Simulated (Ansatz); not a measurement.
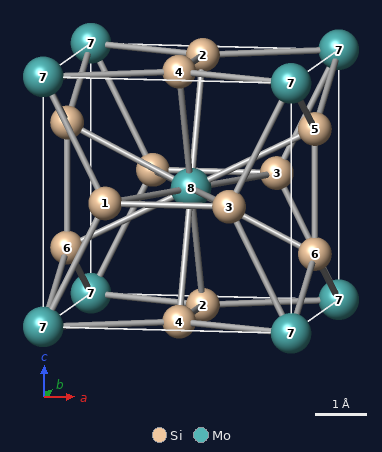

Solid Si$_{3}$Mo (a generated structure, set up in Pm-3n) (coarse preliminary run), before the relaxation. Style: ball-and-stick. Shown: the cell of the calculation, slightly off an axis.

Computed with Ansatz 0.2.0, DFT PBE, scalar-relativistic, plane waves, PAW.

Input file:
```yaml
crystal:
  lattice:
    - [5.04529874, 0.0, 0.0]
    - [0.0, 5.04529874, 0.0]
    - [0.0, 0.0, 5.04529874]
  atoms:
    - { symbol: Si, position: [0.25, 0.0, 0.5] }
    - { symbol: Si, position: [0.5, 0.75, 0.0] }
    - { symbol: Si, position: [0.75, 0.0, 0.5] }
    - { symbol: Si, position: [0.5, 0.25, 0.0] }
    - { symbol: Si, position: [0.0, 0.5, 0.75] }
    - { symbol: Si, position: [0.0, 0.5, 0.25] }
    - { symbol: Mo, position: [0.0, 0.0, 0.0] }
    - { symbol: Mo, position: [0.5, 0.5, 0.5] }
basis:
  ecutwfc: 420
kpoints:
  mp_grid: { grid: [4, 4, 4] }
hamiltonian:
  xc: pbe
scf:
  occupations: { method: gaussian, width: 0.1 }
  lower_state_search: "off"
output:
  forces: true
  stress: true
  eigenvalues: true
relax:
  adjacent_minimum: "off"
  f_tol: 0.04
  max_steps: 70
  cell: { stress_tol: 0.4 }
```

Run as
```bash
ansatz run input.yaml --threads 1 --pin off --max-ram 2560MiB --backend cpu --events-out ev --progress --plain --runs-dir out
```

Question: What does the optimiser find from here?

Answer: After 3 accepted moves (4 points after the start) the energy has fallen by 127 meV per atom. All forces vanish by symmetry, so only the cell relaxes. The pressure goes from −16.94 to −0.02 GPa. At 1 point the geometry stayed and the basis and grid were re-selected for the new cell (energy shift of 0.2 meV per atom at most each time). No atom moves by more than 0.005 Å relative to the cell. The volume changes by −13.1 %, with a = b = c 5.045 → 4.814 Å (−4.6 %). Near-neighbour distances that change, for instance: Si1–Mo7 2.820 → 2.691 Å, Si1–Si3 2.523 → 2.407 Å. The space group stays Pm-3n (No. 223). Cost: 20 s on 1 thread of Intel(R) Xeon(R) Processor @ 2.70GHz, on a shared host, peak memory 0.4 GiB.

Final geometry:

```
Si Mo
1.0
     4.81444    0.00000    0.00000
     0.00000    4.81444    0.00000
     0.00000    0.00000    4.81444
Si Mo
6 2
Cartesian
  1.2036 4.8144 2.4072
  2.4072 3.6108 4.8144
  3.6108 4.8144 2.4072
  2.4072 1.2036 4.8144
  4.8144 2.4072 3.6108
  4.8144 2.4072 1.2036
  4.8144 4.8144 4.8144
  2.4072 2.4072 2.4072
```

After the run, drawn alike:

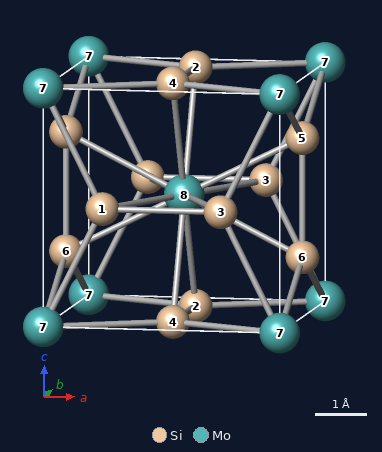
